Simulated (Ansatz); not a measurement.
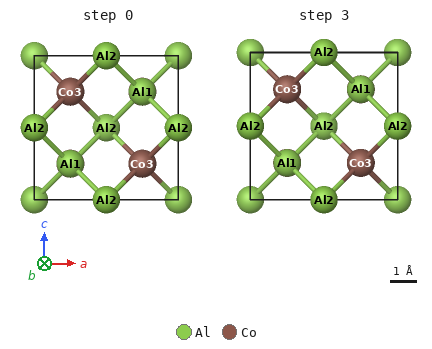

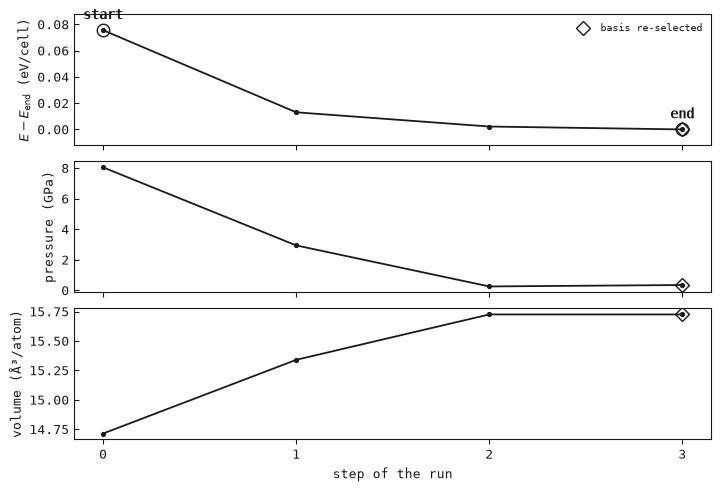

First and last geometry of a relaxation of a crystal of Al₂Co (a generated structure, set up in F-43m) (coarse preliminary run), with the history of the run. The picture is a ball-and-stick view of the conventional cell (4 times the calculation's cell), seen along the b axis. Lengths and directions refer to the drawn axes.

All numbers below come from Ansatz, DFT PBE, scalar-relativistic, plane waves, PAW. Set-up: plane-wave cutoff 420 eV; k-point mesh 6 × 6 × 6; occupations gaussian; smearing width 0.1 eV; collinear spin; cell and atoms relaxed; force threshold 0.04 eV/Å; at most 70 steps.

What do the curves and the structures tell?

Answer. It converged. After 2 accepted moves (3 points after the start) the energy has fallen by 75.6 meV per cell of the calculation. All forces vanish by symmetry, so only the cell relaxes. Pressure: 8.05 GPa at the start and 0.35 GPa at the end. The SCF was repeated once at an unchanged geometry on a basis and grid sized afresh for the cell, which shifted the energy by 2.2 meV per cell of the calculation at most. No atom moves by more than 0.005 Å relative to the cell. Cell: a = b = c 5.610 → 5.736 Å (+2.2 %). Volume +6.9 %. Near-neighbour distances that change, for instance: Al2–Co3 2.429 → 2.484 Å, Al1–Al2 2.429 → 2.484 Å. The space group stays F-43m (No. 216). The program noted that the starting moments weren't kept.
